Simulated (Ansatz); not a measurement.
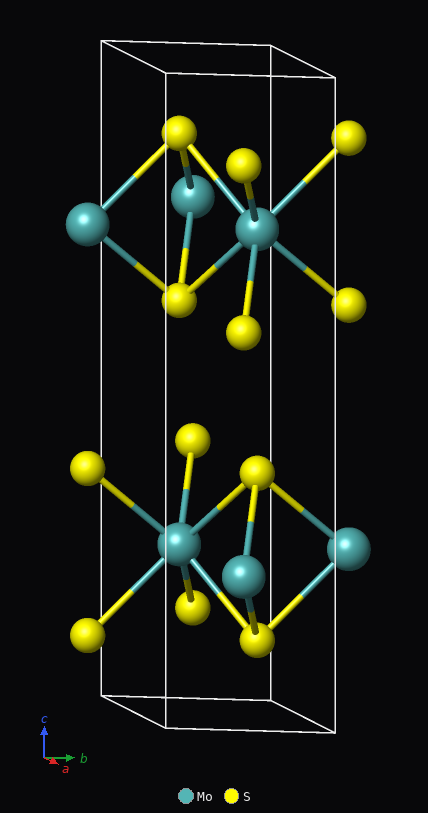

We look at a ball-and-stick model of the crystal slightly off an axis. Atoms at the boundary of the simulation cell (the box) are drawn once for each face, edge or corner they touch. Every bond is drawn to its end, so some atoms lie outside the box.

```xyz
6
Lattice="1.5862 2.7474 0.0000 -1.5862 2.7474 0.0000 0.0000 0.0000 12.3979" Properties=species:S:1:pos:R:3 pbc="T T T"
Mo    0.0000    1.8316    3.0995
Mo    0.0000    3.6631    9.2985
S     0.0000    1.8316    7.7177
S     0.0000    3.6631    1.5187
S     0.0000    1.8316   10.8792
S     0.0000    3.6631    4.6802
```

Method used: DFT, PAW plane waves, r2SCAN, spin-orbit (Ansatz). It ran with a 500 eV plane-wave basis, 9×9×2 k-mesh, cold smearing of 0.053 eV, spinor wavefunctions.

Q: How charged are the atoms, by the Bader scheme?

A: Mo +1.30 e; S -0.65 e. The transfer is large, as in an ionic solid.

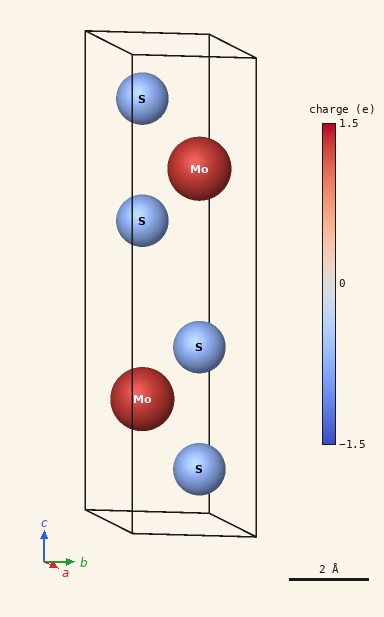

The atoms coloured by those charges.

The geometry is that of a generated cell, made by putting these elements into a known structure type (the compound may or may not exist in this form), without relaxation. It went into a calculation with Ansatz.
